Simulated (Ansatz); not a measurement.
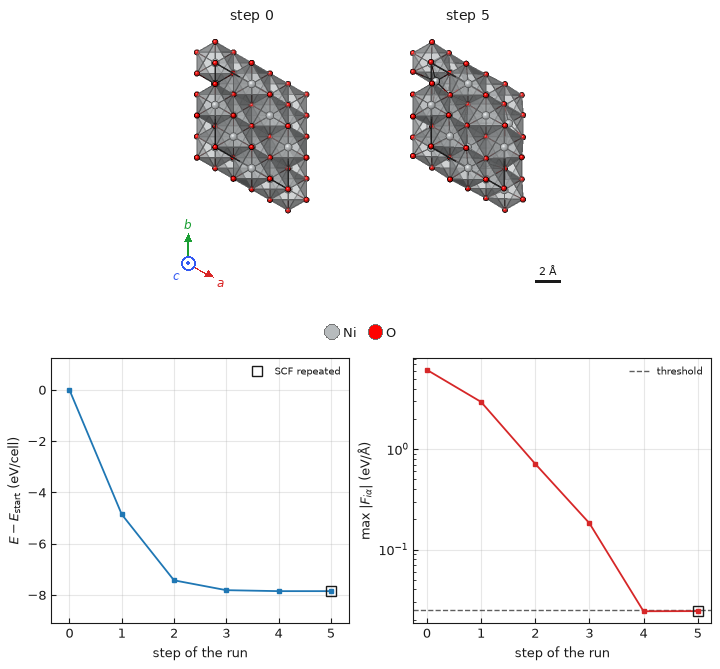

First and last geometry of a relaxation of a defect cell of composition Ni17O16, with the history of the run. A polyhedral model of the cell of the calculation (origin shifted), seen along the c axis.

Case: Ni interstitial, charge +0, atoms relaxed at the host's cell.

Computed with DFT PBE, scalar-relativistic, plane waves, PAW in Ansatz. Settings: plane-wave cutoff 420 eV; k-point mesh 5 × 5 × 5; occupations gaussian; smearing width 0.1 eV; collinear spin; atoms relaxed in a fixed cell; force threshold 0.025 eV/Å; at most 45 steps.

Question: Did the run converge, and what did it change?

Answer: It converged. After 4 accepted moves (5 points after the start) the energy has fallen by 7.848 eV per cell of the calculation. The largest force component goes from 6.2 to 0.024 eV/Å. 1 step only repeated the SCF at the same geometry. The largest moves, 0.47 Å, are those of Ni atoms. Largest moves by element: Ni 0.47 Å, O 0.15 Å. The cell doesn't change. Near-neighbour distances that change, for instance: Ni–Ni 1.826 → 2.297 Å, Ni–O 2.108 → 2.479 Å, Ni–O 1.826 → 1.971 Å, Ni–O 2.108 → 1.963 Å. Among the angles between lasting bonds that change: O–Ni–O 90.0° → 105.2°, O–Ni–Ni 125.3° → 113.4°, Ni–O–Ni 180.0° → 169.1°.

```
step  E − E(0), meV/atom  largest force component, eV/Å                         note
   0                0.00                         6.1708                             
   1             -147.08                         2.9583                             
   2             -225.02                         0.7146                             
   3             -236.67                         0.1832                             
   4             -237.81                         0.0243                             
   5             -237.81                         0.0243  same geometry, SCF repeated
```

Limits of the set-up: the periodic images lie only 7.3 Å apart, so the values are limited by the cell's size.
